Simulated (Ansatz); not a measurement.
Run report: MoTe2, geometry relaxation (part 1 of 2)

System: MoTe2 (slab, 3 atoms in the cell).
Method: DFT PBE+D3(BJ), scalar-relativistic, plane waves, PAW, no spin polarisation (Ansatz 0.2.0).

The structure derives from an entry of the Crystallography Open Database. It belongs to a series of runs on one base structure; here: biaxial strain +0.070, atoms relaxed. Figures and captions count atoms from 1; the log counts them from 0 in places.

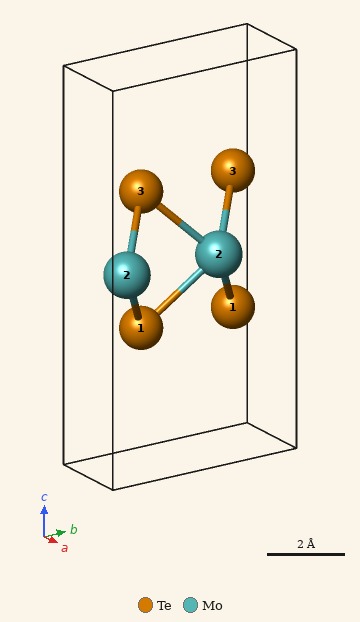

*The starting structure (ball-and-stick view of the 1 × 2 repeat of the cell, with the vacuum cut short, seen slightly off an axis; atoms are numbered from 1 in the order of the input). An atom can appear more than once, as a periodic image.*

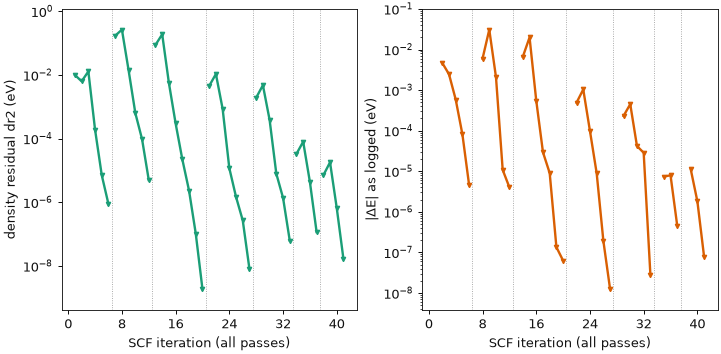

*Convergence of the self-consistent field: density residual dr2 and size of the energy change against the SCF iteration. The dotted lines part the SCF passes of the relaxation: geometry steps, rejected trials and re-solves on a re-selected basis.*

The 7 passes take 4 to 8 iterations each, 41 in all.

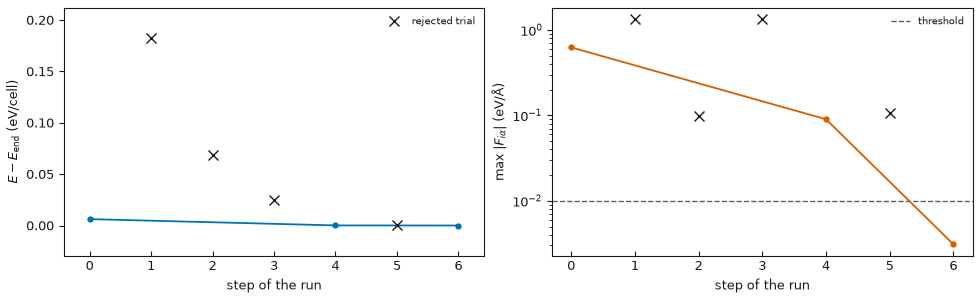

*Progress of the relaxation, step by step (the first geometry is step 0 here and step 1 in the log).*

Over 6 geometry steps the energy falls by 6.2 meV per cell of the calculation. Largest force component: 0.63 eV/Å at the start, 0.0031 eV/Å at the end. The line search rejected the trial steps at points 1, 2, 3, 5 (counted from 0) and went back. The largest moves, 0.009 Å, are those of Te1 and Te3. Mo stays in place. The cell doesn't change. Distances before and after: Mo2–Te3 2.826 → 2.820 Å. (Atoms are counted from 1 in the order of the input.)

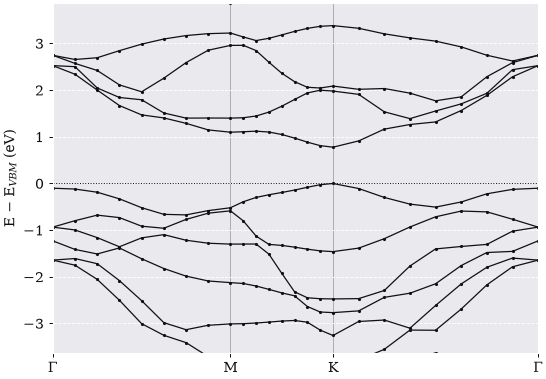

*Band structure along Γ–M–K–Γ, with energies from the valence-band top.*

There is a gap of 0.78 eV on this path, direct, at K.

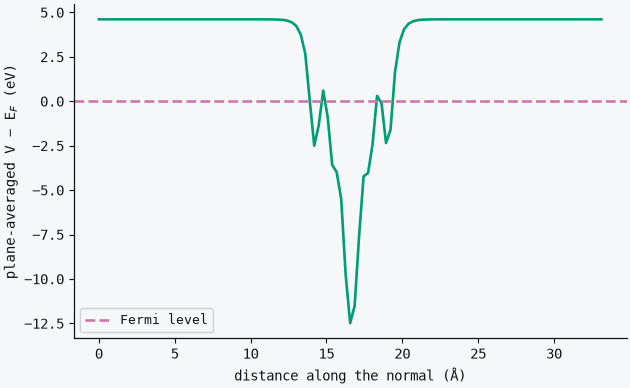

*Plane average of the electrostatic potential energy of an electron across the cell, from the Fermi level.*

The vacuum level lies 4.61 eV above the Fermi level.

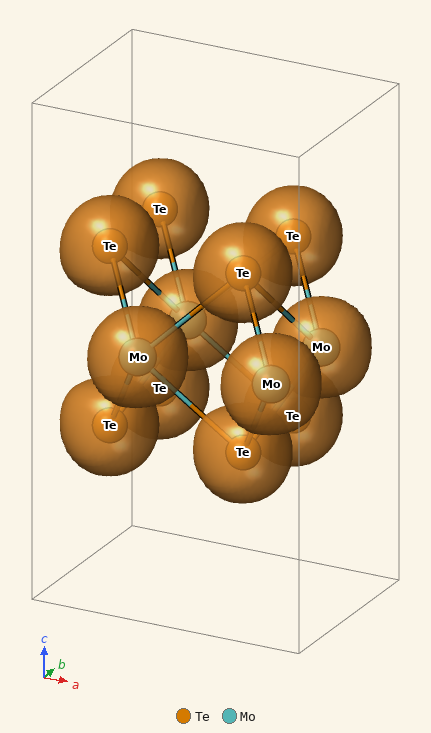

*Isosurface of the valence pseudo-density at 0.6 e/Å³ (orange), seen slightly off an axis. Sticks mark near contacts.*

At this value the density breaks into separate islands; it holds about 70 % of the electrons treated as valence (semicore included). It is pinched off along the Te–Mo (2.82 Å) contacts. On the grid the lowest density along these lines, outside the cores, is 0.39 e/Å³ (Te–Mo, 2.82 Å). In a PAW calculation such maps are meaningful between the atoms, not at the nuclei.

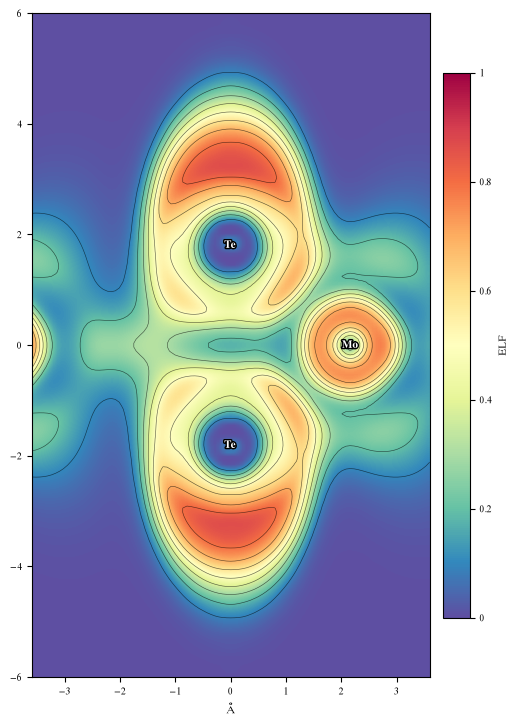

*ELF on the (110) plane of the calculation cell, a cut from vacuum to vacuum.*

Atoms in the plane: Te and Mo. Te–Mo (2.82 Å): the ELF is about 0.60 at the midpoint. The strong features right at Mo lie inside the PAW spheres (semicore, d or f shells) and say nothing about bonding.

These pictures come from the run below.

The input
```yaml
crystal:
  lattice:
    - [3.7491646472, 0.0, 0.0]
    - [-1.8745823236, 3.2468718274, 0.0]
    - [0.0, 0.0, 33.2702079551]
  atoms:
    - { symbol: Te, position: [0.3333333333, 0.6666666667, 0.4453878238] }
    - { symbol: Mo, position: [0.6666666667, 0.3333333333, 0.5] }
    - { symbol: Te, position: [0.3333333333, 0.6666666667, 0.5546121762] }
  periodic: [true, true, false]
basis:
  ecutwfc: 420
kpoints:
  mp_grid: { grid: [12, 12, 1] }
  band_path:
    path:
      - [0, 0, 0]
      - [0.5, 0, 0]
      - [0.3333333333333, 0.3333333333333, 0]
      - [0, 0, 0]
    npoints: 8
hamiltonian:
  xc: pbe
  dispersion: d3bj
scf:
  occupations: { method: gaussian, width: 0.02 }
output:
  forces: true
  stress: true
  eigenvalues: true
  write_density: true
  write_potential: true
  elf: true
  volumetric_format: npy
relax:
  adjacent_minimum: "off"
  f_tol: 0.01
  max_steps: 40
```

Launched with:
```bash
ansatz run input.yaml --threads 2 --pin off --max-ram 5120MiB --backend cpu --events-out ev --progress --plain --runs-dir out
```

The program's output
```
Warning: output.stress: scf.convergence.dr2_threshold = 1e-7 eV (the SCF's general default) is looser than the 3e-10 eV advised for a printed stress (1e-10 eV for each atom of the cell: 3). What an SCF threshold leaves in a stress goes as its square root, and in the free energy as the threshold itself, and one threshold admits the most on a small cell: of the crystals measured, under no hybrid functional and no lock of the moments, on runs that ended without the residual-converged pass, on stresses that held no estimate of that error, the worst erred by over 100 MPa in a component at 1e-7 eV an atom and by under 5 at 1e-10. Every solve of this run answers to scf.convergence.dr2_threshold, and the tensor of one is reported: a single SCF on the reported geometry and on this run's grids (its basis.xc_grid and basis.ecutrho_ratio typed), with scf.convergence.dr2_threshold at 3e-10 eV or tighter, prints it and tightens no other solve. Else set scf.convergence.dr2_threshold to 3e-10 eV or tighter. The threshold is an SCF's pass mark: one that does not reach it within its budget of iterations ends unconverged, or closes short of it on a stop that the run arms, and scf.convergence.dr2_threshold's page says what that costs each kind of run
Engine: ansatz 0.2.0, x86_64-unknown-linux-gnu
Pseudopotentials: kind: paw
Pseudopotential: Te, paw, valence charge 16, recommended cutoff 420 eV (normal), Te.paw.azcp
Pseudopotential: Mo, paw, valence charge 14, recommended cutoff 420 eV (normal), Mo.paw.azcp
Functional definition: PBE
  parameter kappa = 0.804
  parameter beta = 0.06672455060314922
  exchange = pbe_x(kappa = kappa, mu = beta*pi^2/3)
  correlation = pbe_c(beta = beta)
Crystal: 3 atoms, lattice volume = 405.000 Å³
Basis set: ecut = 420 eV, 7947 PW (Γ), exchange–correlation on 54×54×450 points (8 copies of the dense FFT grid, shifted against one another)
Bands: 28, of which v1, the nominal top of the filled ones, is band 23 counted from 1 (22 counted from 0)
Symmetry: 12 space group operations
Space group: P-6m2 (ITA 187), of the structure as read, at distance tolerance 7.4e-5 Å
k-points: 19 of 144 (time reversal used)
Non-local potential: Te, projectors of the file, l = 0: 2, l = 1: 2, l = 2: 2, l = 3: 2
Non-local potential: Mo, projectors of the file, l = 0: 3, l = 1: 2, l = 2: 2, l = 3: 1
PAW form: soft (Blöchl's): semilocal exchange-correlation on the pseudo side does not see the compensation charge
PAW one-centre angular grid: Te, 590 points (default); XC on 64 Gauss nodes
PAW one-centre angular grid: Mo, 590 points (default); XC on 64 Gauss nodes
Initial density: superposition of atomic densities (neutral atoms: chi_scale 0, normalization atom), corrected by the library's trained network
Initial wavefunctions: pseudopotential atomic-orbital guess
Functional: x = pbe(κ = 0.804, μ = 0.2195149727645171), c = pbe(β = 0.06672455060314922)
SCF iter   1: F=—  HF=-18917.661771 eV  |F-HF|=—  |Δ(HF+E_count)|=         —  Δρ=1.91e-3  dr2=9.96e-3  ethr=1.77e-3  ⟨swp⟩=17.1  Hψ=4017  notcnv=0
preconditioner: auto → Resta (q_TF=auto, 1.899 Å⁻¹)  ε∞=2.4  [insulator: Δε(μ)=0.789 eV  Ē_g=6.617 eV  σ=0.020 eV  W_gap=1.00  n_scr=20 (ndim 8)  ℏωp=7.8 eV  f_vac=0.767  D(μ)=0.00/eV (n_scr^D=0)  ε∞_Penn≈2.4  vacuum switching on, ρ_ref=3.2e-3 e/Å³]
SCF iter   2: F=—  HF=-18917.666449 eV  |F-HF|=—  |Δ(HF+E_count)|=   4.68e-3  Δρ=1.22e-3  dr2=6.31e-3  ethr=2.17e-5  ⟨swp⟩=4.5  Hψ=1510  notcnv=0  defer=19
SCF iter   3: F=—  HF=-18917.668921 eV  |F-HF|=—  |Δ(HF+E_count)|=   2.47e-3  Δρ=1.10e-3  dr2=1.29e-2  ethr=1.37e-5  ⟨swp⟩=2.9  Hψ=826  notcnv=0  defer=19
SCF iter   4: F=—  HF=-18917.668334 eV  |F-HF|=—  |Δ(HF+E_count)|=   5.87e-4  Δρ=2.55e-4  dr2=1.90e-4  ethr=1.37e-5  ⟨swp⟩=2.8  Hψ=784  notcnv=0  defer=19
SCF iter   5: F=—  HF=-18917.668415 eV  |F-HF|=—  |Δ(HF+E_count)|=   8.10e-5  Δρ=3.94e-5  dr2=7.02e-6  ethr=4.12e-7  ⟨swp⟩=3.2  Hψ=873  notcnv=0  defer=19
SCF iter   6: F=-18917.668420 eV  HF=-18917.668419 eV  |F-HF|=5.71e-7  |Δ(HF+E_count)|=   4.55e-6  Δρ=1.22e-5  dr2=8.66e-7  ethr=5.43e-9  ⟨swp⟩=26.4  Hψ=6125  notcnv=0
WARN: dispersion: an atom stands within reach of a switch of its C6 between two reference coordination numbers of its element: through that C6 alone, e_disp changes by 0.025 eV or more while the distances to its neighbours run over a stretch of 0.05 Å that contains this geometry (sites counted from 0 in the run's list of atoms or, in a supercell that it derives, in that cell's: here a list of 3) — site 1 (Mo): coordination number 6.456 (about 6.20 to 6.71 with every neighbour 0.05 Å farther or nearer), switch near 6.499 between the references 1.942 (weight 0.96) and 11.056 (weight 0.04), e_disp changing by some 0.15 eV. This is how the published method behaves, and the energy and the forces stay consistent. Where you compare this geometry's total energy with another's, compare their components.e_disp too, and, where the geometries are yours to choose, keep both on one side of the switch, which a site's coordination number tells: a relaxation that ends in reach of it can search the other side under relax.adjacent_minimum: search, except where no move that the cell, the constraints and the symmetry allow carries the atom there
SCF 1 converged in 6 iterations: F = -18917.668420 eV  dr2 = 8.66e-7
  greatest PAW one-centre occupation: 0.998 electrons in one spin orbital (limit 2), on the Mo atom at site 1 (counted from 0), in its partial waves of l = 0
relax step   1: F+E_penalty+E_count = -18917.66841971 eV  Δ(F+E_penalty+E_count) = +0.000e0 eV  max|allowed force component| = 6.268e-1 eV/Å  Δτ_max = 0.0000 Å  (6 SCF iters, dr2 threshold 2.50e-6 eV, accepted)
Initial density: handed on by an earlier stage of this run
Initial wavefunctions: those handed on with the density
iter 1 solved again at ethr=3.72e-4 eV; its pass at ethr=3.10e-3 eV (dr2=1.71e-1 eV) is discarded
SCF iter   1: F=—  HF=-18917.518713 eV  |F-HF|=—  |Δ(HF+E_count)|=         —  Δρ=5.34e-3  dr2=1.71e-1  ethr=3.72e-4  ⟨swp⟩=2.0  Hψ=2752  notcnv=0  defer=16
preconditioner: auto → Resta (q_TF=auto, 1.899 Å⁻¹)  ε∞=2.2  [insulator: Δε(μ)=0.197 eV  Ē_g=7.008 eV  σ=0.020 eV  W_gap=1.00  n_scr=20 (ndim 8)  ℏωp=7.8 eV  f_vac=0.777  D(μ)=0.00/eV (n_scr^D=0)  ε∞_Penn≈2.2  vacuum switching on, ρ_ref=3.6e-3 e/Å³]
SCF iter   2: F=—  HF=-18917.524699 eV  |F-HF|=—  |Δ(HF+E_count)|=   5.99e-3  Δρ=4.90e-3  dr2=2.65e-1  ethr=3.72e-4  ⟨swp⟩=3.8  Hψ=970  notcnv=0  defer=16
SCF iter   3: F=—  HF=-18917.493821 eV  |F-HF|=—  |Δ(HF+E_count)|=   3.09e-2  Δρ=1.94e-3  dr2=1.38e-2  ethr=3.72e-4  ⟨swp⟩=3.0  Hψ=914  notcnv=0  defer=19
SCF iter   4: F=—  HF=-18917.491734 eV  |F-HF|=—  |Δ(HF+E_count)|=   2.09e-3  Δρ=5.33e-4  dr2=6.30e-4  ethr=3.00e-5  ⟨swp⟩=3.1  Hψ=940  notcnv=0  defer=19
SCF iter   5: F=—  HF=-18917.491744 eV  |F-HF|=—  |Δ(HF+E_count)|=   1.08e-5  Δρ=1.19e-4  dr2=9.58e-5  ethr=1.37e-6  ⟨swp⟩=3.7  Hψ=1112  notcnv=0  defer=19
SCF iter   6: F=-18917.491739 eV  HF=-18917.491740 eV  |F-HF|=1.71e-6  |Δ(HF+E_count)|=   4.02e-6  Δρ=2.67e-5  dr2=4.98e-6  ethr=5.34e-8  ⟨swp⟩=27.7  Hψ=6938  notcnv=0
WARN: dispersion: an atom stands within reach of a switch of its C6 between two reference coordination numbers of its element: through that C6 alone, e_disp changes by 0.025 eV or more while the distances to its neighbours run over a stretch of 0.05 Å that contains this geometry (sites counted from 0 in the run's list of atoms or, in a supercell that it derives, in that cell's: here a list of 3) — site 1 (Mo): coordination number 6.666 (about 6.46 to 6.87 with every neighbour 0.05 Å farther or nearer), switch near 6.499 between the references 11.056 (weight 1.00) and 1.942 (weight 0.00), e_disp changing by some 0.15 eV. This is how the published method behaves, and the energy and the forces stay consistent. Where you compare this geometry's total energy with another's, compare their components.e_disp too, and, where the geometries are yours to choose, keep both on one side of the switch, which a site's coordination number tells: a relaxation that ends in reach of it can search the other side under relax.adjacent_minimum: search, except where no move that the cell, the constraints and the symmetry allow carries the atom there
SCF 2 converged in 6 iterations: F = -18917.491739 eV  dr2 = 4.98e-6
relax step   2: F+E_penalty+E_count = -18917.49173860 eV  Δ(F+E_penalty+E_count) = +1.767e-1 eV  max|allowed force component| = 1.355e0 eV/Å  Δτ_max = 0.1731 Å  (6 SCF iters, dr2 threshold 2.46e-5 eV, rejected (line search))
SCF iter   1: F=—  HF=-18917.619927 eV  |F-HF|=—  |Δ(HF+E_count)|=         —  Δρ=3.81e-3  dr2=8.79e-2  ethr=1.81e-3  ⟨swp⟩=6.1  Hψ=1680  notcnv=0  defer=1
preconditioner: auto → Resta (q_TF=auto, 1.899 Å⁻¹)  ε∞=2.3  [insulator: Δε(μ)=0.723 eV  Ē_g=6.797 eV  σ=0.020 eV  W_gap=1.00  n_scr=20 (ndim 8)  ℏωp=7.8 eV  f_vac=0.766  D(μ)=0.00/eV (n_scr^D=0)  ε∞_Penn≈2.3  vacuum switching on, ρ_ref=3.4e-3 e/Å³]
SCF iter   2: F=—  HF=-18917.626589 eV  |F-HF|=—  |Δ(HF+E_count)|=   6.66e-3  Δρ=3.93e-3  dr2=1.89e-1  ethr=1.91e-4  ⟨swp⟩=4.2  Hψ=1190  notcnv=0  defer=19
SCF iter   3: F=—  HF=-18917.606713 eV  |F-HF|=—  |Δ(HF+E_count)|=   1.99e-2  Δρ=1.37e-3  dr2=5.55e-3  ethr=1.91e-4  ⟨swp⟩=2.9  Hψ=807  notcnv=0  defer=19
SCF iter   4: F=—  HF=-18917.606166 eV  |F-HF|=—  |Δ(HF+E_count)|=   5.47e-4  Δρ=3.76e-4  dr2=2.99e-4  ethr=1.21e-5  ⟨swp⟩=3.4  Hψ=979  notcnv=0  defer=19
SCF iter   5: F=—  HF=-18917.606196 eV  |F-HF|=—  |Δ(HF+E_count)|=   2.94e-5  Δρ=6.51e-5  dr2=2.22e-5  ethr=6.49e-7  ⟨swp⟩=3.1  Hψ=975  notcnv=0  defer=19
SCF iter   6: F=—  HF=-18917.606187 eV  |F-HF|=—  |Δ(HF+E_count)|=   9.04e-6  Δρ=1.79e-5  dr2=2.32e-6  ethr=4.83e-8  ⟨swp⟩=3.2  Hψ=815  notcnv=0  defer=19
SCF iter   7: F=—  HF=-18917.606187 eV  |F-HF|=—  |Δ(HF+E_count)|=   1.35e-7  Δρ=3.89e-6  dr2=1.03e-7  ethr=5.05e-9  ⟨swp⟩=3.4  Hψ=869  notcnv=0  defer=19
SCF iter   8: F=-18917.606187 eV  HF=-18917.606187 eV  |F-HF|=6.04e-9  |Δ(HF+E_count)|=   6.28e-8  Δρ=6.74e-7  dr2=1.85e-9  ethr=2.17e-10  ⟨swp⟩=22.8  Hψ=5036  notcnv=0
WARN: dispersion: an atom stands within reach of a switch of its C6 between two reference coordination numbers of its element: through that C6 alone, e_disp changes by 0.025 eV or more while the distances to its neighbours run over a stretch of 0.05 Å that contains this geometry (sites counted from 0 in the run's list of atoms or, in a supercell that it derives, in that cell's: here a list of 3) — site 1 (Mo): coordination number 6.533 (about 6.29 to 6.77 with every neighbour 0.05 Å farther or nearer), switch near 6.499 between the references 11.056 (weight 0.93) and 1.942 (weight 0.07), e_disp changing by some 0.15 eV. This is how the published method behaves, and the energy and the forces stay consistent. Where you compare this geometry's total energy with another's, compare their components.e_disp too, and, where the geometries are yours to choose, keep both on one side of the switch, which a site's coordination number tells: a relaxation that ends in reach of it can search the other side under relax.adjacent_minimum: search, except where no move that the cell, the constraints and the symmetry allow carries the atom there
SCF 3 converged in 8 iterations: F = -18917.606187 eV  dr2 = 1.85e-9
```
